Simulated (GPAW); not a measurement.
# Optical response of CaS (Oldhamite), part 2 of 2

Wanted: where CaS (Oldhamite) starts to absorb, how strongly, and its refractive index. The cell comes from an older database entry, whose edges can differ from later determinations, mostly by under a per cent.

GPAW 26.7.0; DFT, LDA, plane-wave PAW (GPAW data sets), scalar-relativistic, RPA, optical limit.

So far. Step 2 (Ground state): There is a gap, 2.69 eV on this mesh (points off the mesh can give less), so no carriers' term is needed.

The database entry behind the starting cell differs from later determinations by our own check (0.1 to 0.3 % short, probably kX units), so it need not match the best structure at ambient conditions.

### Step 4. Dielectric function, RPA (continued)

Values under the direct gap are tails of Lorentzian lines. Table of Im ε, E ∥ x by photon energy; read off at these points:

```
photon energy (eV)  Im ε, E ∥ x
                 0            0
                 2        0.122
                 4         3.77
                 6         6.48
                 8         4.84
                10         1.37
                12         1.95
                14        0.801
                16        0.709
                18        0.546
```

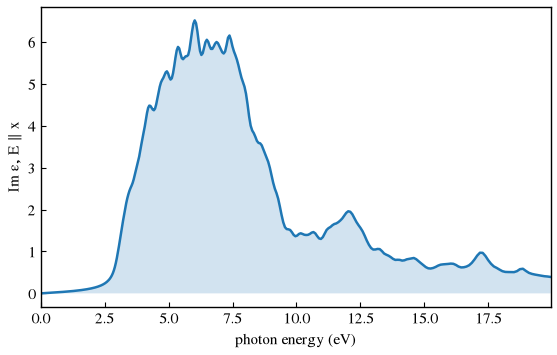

Im ε, E ∥ x against photon energy.

Re ε, E ∥ x against photon energy:

```
photon energy (eV)  Re ε, E ∥ x
                 0         4.98
                 1         5.11
                 2         5.61
                 3         7.25
                 4         7.03
                 5         4.96
                 6         3.32
                 7         1.31
                 8        -1.03
                 9        -1.40
                10       -0.307
                11        0.322
                12        0.163
                13       -0.163
                14        0.130
                15        0.211
                16        0.460
                17        0.651
                18        0.342
                19        0.418
```

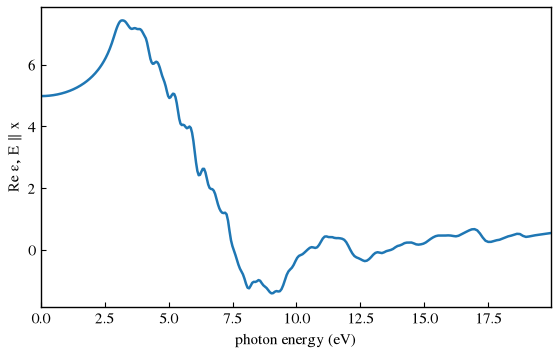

Re ε, E ∥ x against photon energy.

The loss function −Im 1/ε at q → 0, E ∥ x has structure finer than the step of the table below, so its rows give means over 1 eV, whole bins alone (the curve runs from 0 to 19.9 eV). Peaks (eV: height): 10.9: 0.752, 15.1: 1.40, 17.9: 1.33, 19.0: 1.17.

Values under the direct gap are tails of Lorentzian lines. Table of loss function −Im 1/ε at q → 0, E ∥ x by energy loss; means over each step:

```
energy loss (eV)  loss function −Im 1/ε at q → 0, E ∥ x
               1                                0.00162
               2                                0.00403
               3                                 0.0205
               4                                 0.0610
               5                                 0.0962
               6                                  0.129
               7                                  0.159
               8                                  0.207
               9                                  0.297
              10                                  0.633
              11                                  0.663
              12                                  0.547
              13                                  0.863
              14                                   1.17
              15                                   1.23
              16                                   1.01
              17                                  0.852
              18                                   1.23
              19                                   1.07
```

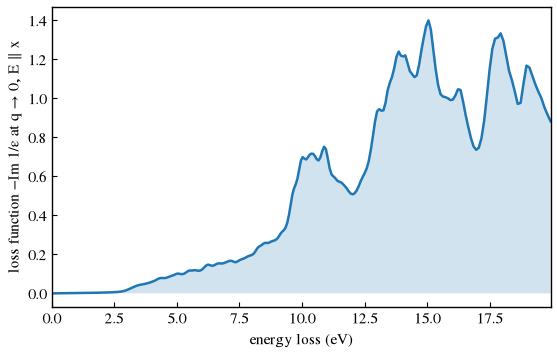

Loss function −Im 1/ε at q → 0, E ∥ x against energy loss.

Values under the direct gap are tails of Lorentzian lines. The Im ε, E ∥ x by photon energy; read off at these points:

```
photon energy (eV)  without local fields  with local fields
               0.0                     0                  0
               1.0                0.0530             0.0417
               2.0                 0.158              0.122
               3.0                  1.25              0.920
               4.0                  5.09               3.77
               5.0                  6.43               5.22
               6.0                  7.88               6.48
               7.0                  6.72               5.88
               8.0                  5.08               4.84
               9.0                  2.86               2.89
              10.0                  1.63               1.37
              11.0                  1.91               1.33
              11.4                  2.27               1.62
              12.0                  2.05               1.95
              13.0                  1.00               1.05
              14.0                 0.910              0.801
              15.0                 0.563              0.654
              16.0                 0.495              0.709
              17.0                 0.465              0.846
              18.0                 0.206              0.546
              19.0                 0.159              0.523
```

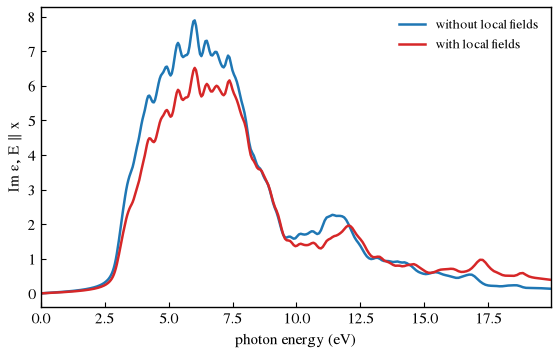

Im ε, E ∥ x against photon energy.

Table of refractive index n and extinction k by photon energy:

```
photon energy (eV)      n       k
                 0   2.23       0
                 2   2.37  0.0257
                 4   2.74   0.688
                 6   2.30    1.41
                 8   1.40    1.73
                10  0.742   0.926
                12   1.03   0.947
                14  0.686   0.584
                16  0.808   0.439
                18  0.703   0.389
```

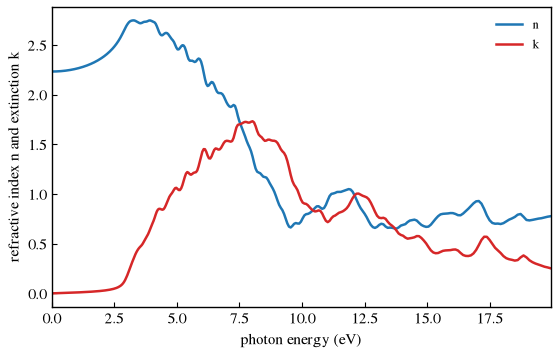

Refractive index n and extinction k, plotted against photon energy.

Optical constants at common wavelengths, from n + ik = √ε:

```
wavelength (nm)     n      k  R (%)     1/α
           1550  2.25  0.007   14.8   17 µm
            633  2.36  0.025   16.4  2.0 µm
            532  2.44  0.038   17.5  1.1 µm
            450  2.58  0.078   19.5  461 nm
            405  2.72  0.209   21.6  154 nm
            365  2.73  0.420   22.5   69 nm
            248  2.47  1.058   24.9   19 nm
```

Below the direct gap, k and the depth come from the tails of the Lorentzian lines, not from transitions.

Rows near the edge hang on the gap, which this functional as a rule makes too small, and phonon-assisted absorption is left out.

### Step 5. What came out

```json
{
  "electronic dielectric constant ε∞, mean over x, y and z (by symmetry where fewer were run) (RPA)": "4.98",
  "main peak of Im epsilon, first axis": "6.02 eV"
}
```

In words: At this level (LDA, RPA) CaS has ε∞ = 4.98 and n = 2.25 at 1550 nm, and Im ε peaks at 6.0 eV. On the mesh the gap is 2.16 eV and the least direct gap 2.99 eV, so on this mesh the band edges lie at different points. Local fields change the static value along x from 5.70 to 4.98 (-13 %). Distinct maxima of Im ε, read by a parabola through the highest points, lie at 5.38 eV (5.9), 6.02 eV (6.5), 6.50 eV (6.1) and 7.37 eV (6.2). Excitons and phonon-assisted transitions are missing; LDA gaps are as a rule too small, which pulls the onset down and ε∞ up. The sum runs over mesh points, so small or evenly spaced maxima can still be ripples of the mesh.

[Machine, clock and banner lines and Python warnings are left out of the logs.]

[Logs are printed without paths, hosts, clocks, repeated set-up lines and the standing remarks that a program may print on its own settings, such as how far it seeks lower states.]

[Hosts, paths, dates, database ids (printed as entryN), source tags and the programs' standing remarks are cut or masked in the printed files.]
